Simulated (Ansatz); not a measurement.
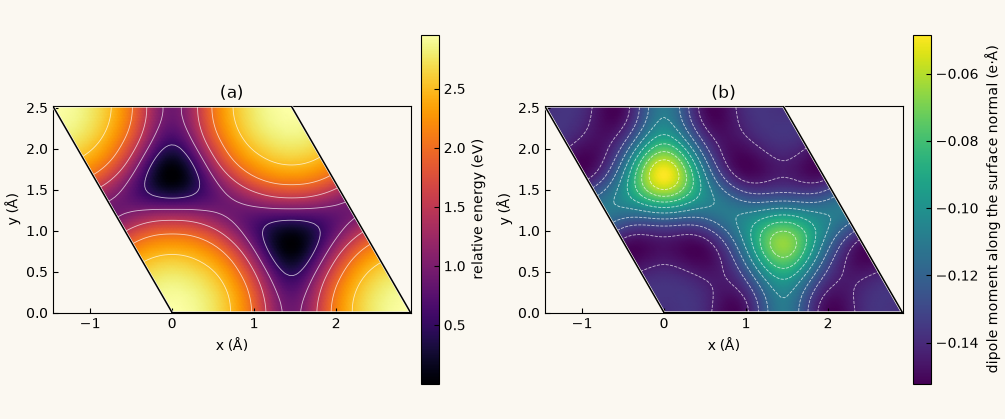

C on a Ti(111) slab cut from the Fm-3m phase, its upper half relaxed before the scan (12 atoms of substrate and one adsorbate in a 2 × 2 cell). C is moved over the surface cell; relaxed at each place: the height of the adsorbate's atoms; substrate rigid; the origin of the map has the adsorbate above Ti9. Places are given modulo a cell vector. The map is drawn in real space over the plane of the surface. The scan uses a 6 × 6 grid; 10 points were computed and 26 follow by symmetry. Places are given in fractions of the 1 × 1 surface cell. All energies are given in eV relative to the lowest grid point. All numbers below come from DFT PBE, scalar-relativistic, plane waves, PAW in Ansatz. Settings: cutoff 420 eV, k-mesh 6×6×1, gaussian smearing 0.1 eV, no spin polarisation.

Panel (a) is the energy; panel (b) is the computed dipole moment along the surface normal, in e·Å.

In the figure: a smooth colour map with a few white contour lines, the outline of one cell of the plane. Between grid points the surface is interpolated.

**How does the dipole moment along the surface normal vary over the map, and what is it at the lowest grid point?**

It runs from −0.15 e·Å at (0/6, 2/6) of the cell vectors [nearest 1 Ti at 1.76 Å] to −0.05 e·Å at a threefold hollow over a second-layer Ti atom, (2/6, 4/6) of the cell vectors. At the lowest grid point, a threefold hollow over a second-layer Ti atom, (2/6, 4/6) of the cell vectors, it is −0.05 e·Å.

PAW datasets: the set soft_1.
